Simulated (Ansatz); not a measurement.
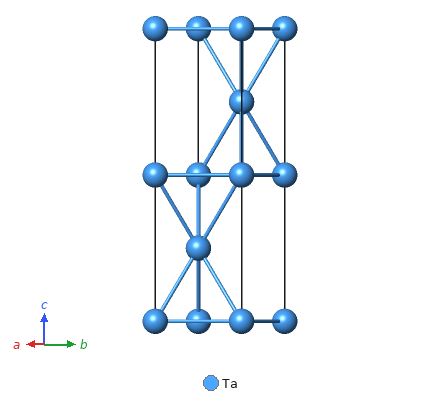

Ta (P6_3/mmc, No. 194): coordinates from a relaxation with DFT r2SCAN, scalar-relativistic, plane waves, PAW (Ansatz); the starting structure was generated, so it need not be a known form of this composition.

```cif
data_structure
_symmetry_space_group_name_H-M 'P6_3/mmc'
_symmetry_Int_Tables_number 194
_cell_length_a 2.9351
_cell_length_b 2.9351
_cell_length_c 9.9516
_cell_angle_alpha 90.000
_cell_angle_beta 90.000
_cell_angle_gamma 120.000
_cell_volume 74.25
loop_
_atom_site_label
_atom_site_type_symbol
_atom_site_symmetry_multiplicity
_atom_site_Wyckoff_symbol
_atom_site_fract_x
_atom_site_fract_y
_atom_site_fract_z
_atom_site_occupancy
Ta1 Ta 2 a 0.00000 0.00000 0.00000 1
Ta2 Ta 2 d 0.33333 0.66667 0.75000 1
```

**What will a projected-potential map along [210] show? Computed as the sum of neutral-atom potentials (tabulated electron scattering factors, B = 0.5 Å²) projected along the beam and smoothed by 0.25 Å; brighter is more positive.**

The columns repeat on a rectangular net of 1.47 × 2.49 Å (plane group p2mm). All columns are alike (Ta). The shortest distance between visible columns is 1.47 Å in projection. Along the beam the structure repeats every 5.08 Å.

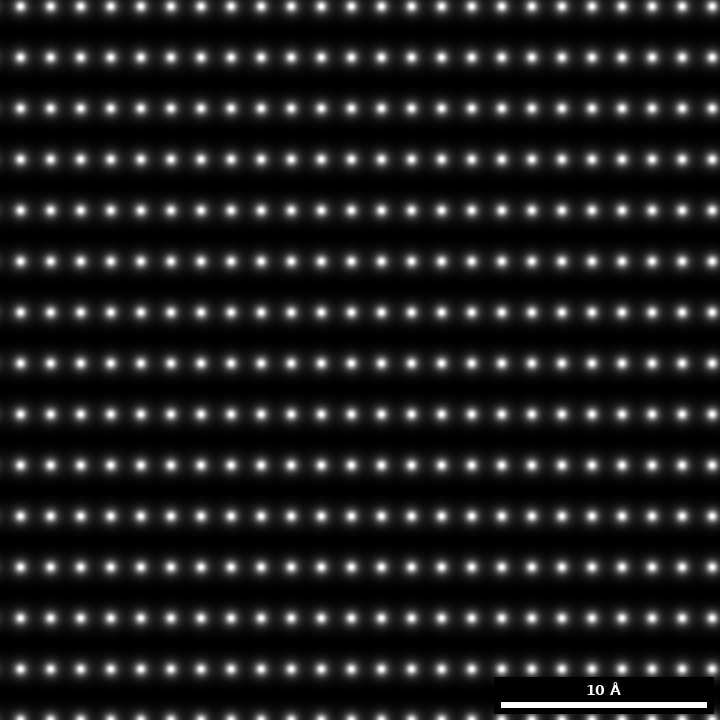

The simulated image.
